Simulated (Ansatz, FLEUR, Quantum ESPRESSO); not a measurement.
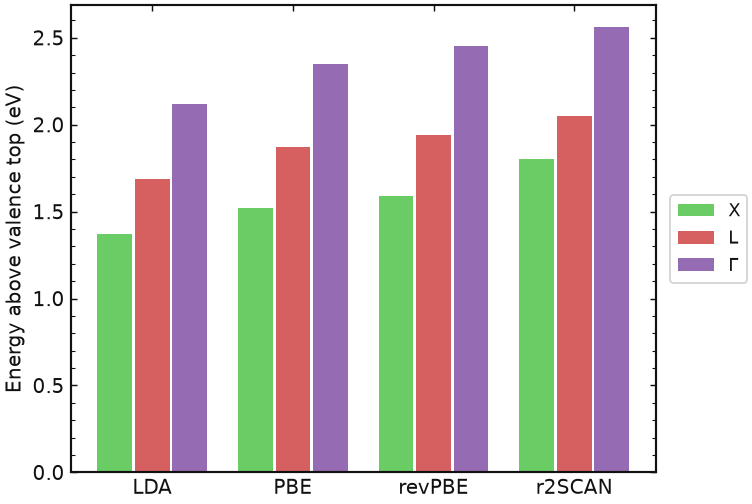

Lowest conduction level at each named k point, counted from the valence-band top at Γ, by several methods on one cell of zincblende GaP, space group F-43m (No. 216), 2 atoms in the primitive cell; cubic a = 5.339 Å. All runs are without spin-orbit coupling and carry no moments.

> How do the methods rank at X?

From low to high: LDA 1.37, PBE 1.52, revPBE 1.59, r2SCAN 1.80 eV.

> Do the methods agree on which of these conduction levels is lowest?

Yes: all put it at X.

| method | program | X (eV) | L (eV) | Γ (eV) |
| --- | --- | --- | --- | --- |
| LDA | Ansatz LAPW | 1.37 | 1.69 | 2.12 |
| PBE | FLEUR | 1.52 | 1.87 | 2.35 |
| revPBE | FLEUR | 1.59 | 1.94 | 2.45 |
| r2SCAN | Quantum ESPRESSO | 1.80 | 2.05 | 2.56 |

Settings. LDA: all-electron LAPW, 8×8×8 k mesh, Fermi-Dirac smearing of 0.05 eV (Ansatz 0.2.0). PBE: all-electron, 8×8×8 k mesh, Fermi-Dirac smearing of 0.05 eV (FLEUR MaX-R8.1 (later development tree)). revPBE: all-electron, 8×8×8 k mesh, Fermi-Dirac smearing of 0.05 eV (FLEUR MaX-R8.1 (patched build s14)). r2SCAN: SG15 PBE 1.2, 6×6×6 k mesh, 1197 eV cutoff, Fermi-Dirac smearing of 0.05 eV (Quantum ESPRESSO).

These are four of the 14 methods that were run on this cell. Runs that lie over 0.07 eV from the median of the programs for their method weren't drawn. The runs come from different programs and meshes, which adds differences of its own. Measured GaP has its conduction bottom near X; the order of its valleys hangs on the functional and the volume. LDA, GGA and most meta-GGA functionals understate gaps. r2SCAN: the potentials were made for another functional.
